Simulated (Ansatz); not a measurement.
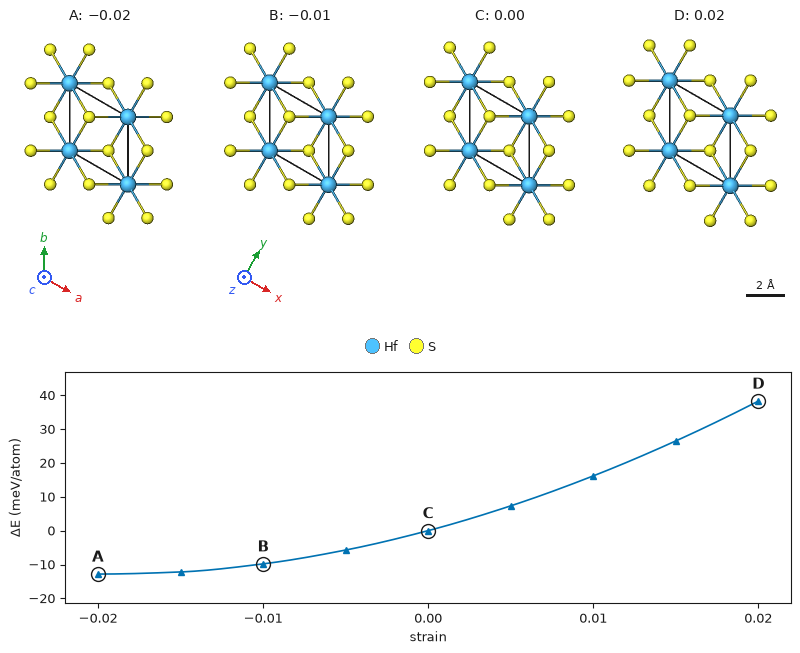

A scan of solid HfS2 (P-3m1): the cell is strained equally along x and y, with the atoms kept at their fractional coordinates. x, y and z are the Cartesian axes of the input. The lettered frames are marked on the plot. A ball-and-stick model of the cell of the calculation, seen along the c axis.

Theory: Ansatz, DFT LDA, scalar-relativistic, plane waves, PAW. (plane-wave cutoff 420 eV; k-point mesh 9 × 9 × 6; occupations gaussian; smearing width 0.05 eV; no spin polarisation). Energies (free energies at the smearing named) are counted from the cell as listed in its source, which wasn't relaxed.

> Describe the profile.

Of the computed points the lowest is at the strain −0.02, −12.8 meV/atom. The end points stand at −12.8 meV/atom (−0.02) and 38.3 meV/atom (0.02). The unrelaxed reference is under a pressure of −3.9 GPa, which tilts the curve. The distortion keeps the space group P-3m1. At the strain −0.02 the cell of the drawing goes a 3.640 → 3.567 Å, b 3.640 → 3.567 Å.

The computed points:

| strain | ΔE (meV/atom) |
| --- | --- |
| −0.020 | −12.8 |
| −0.015 | −12.2 |
| −0.010 | −9.8 |
| −0.005 | −5.7 |
| 0.000 | 0.0 |
| 0.005 | 7.3 |
| 0.010 | 16.2 |
| 0.015 | 26.5 |
| 0.020 | 38.3 |
